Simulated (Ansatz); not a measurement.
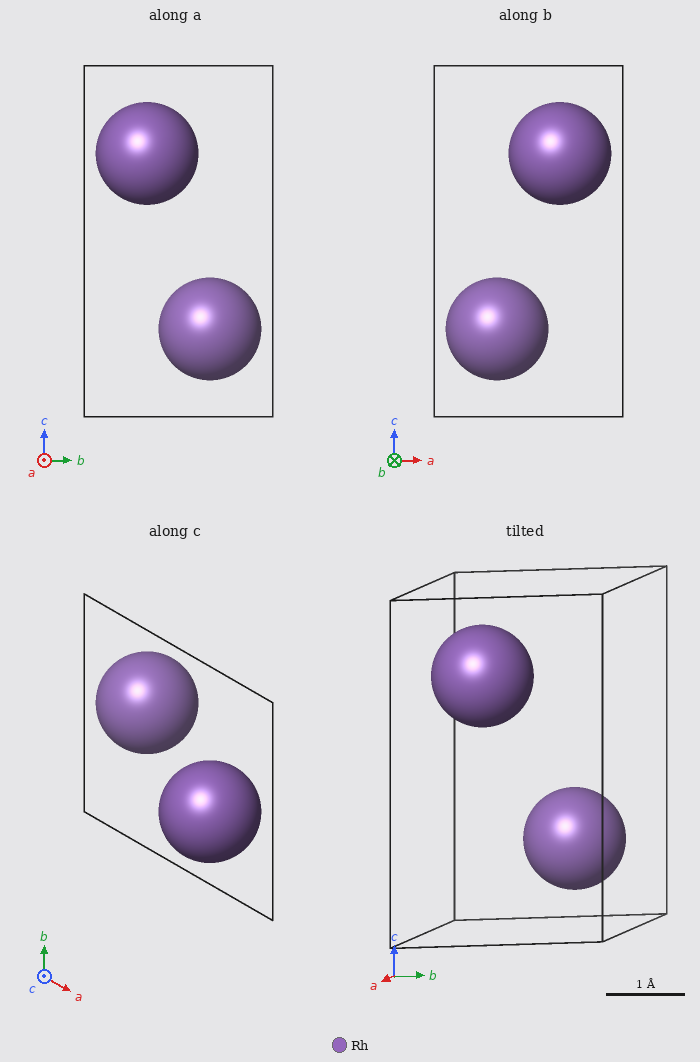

An orthographic spheres-only view of the structure, along the a axis, along the b axis, along the c axis and slightly off an axis. One conventional unit cell is outlined, and atoms on its boundary appear in each equivalent place.

Lattice parameters: a = 2.794 Å, b = 2.794 Å, c = 4.504 Å, α = 90.00°, β = 90.00°, γ = 120.00°. Put a along x and b in the xy plane.

Question: Write down what is shown as a POSCAR file.

Answer:
```
Rh
1.0
     2.794    0.000    0.000
    -1.397    2.420    0.000
     0.000    0.000    4.504
Rh
2
Direct
  0.6667 0.3333 0.7500
  0.3333 0.6667 0.2500
```

The initial geometry was a structure type filled with this element by a generator (whether the element takes this form wasn't checked). Earlier steps of the study may have refined or changed the cell and positions. A calculation with Ansatz used it as input.

At this level of theory the cell isn't at rest (stretched, at -16 GPa), so its distances can differ from those at equilibrium, the more so the softer the solid.
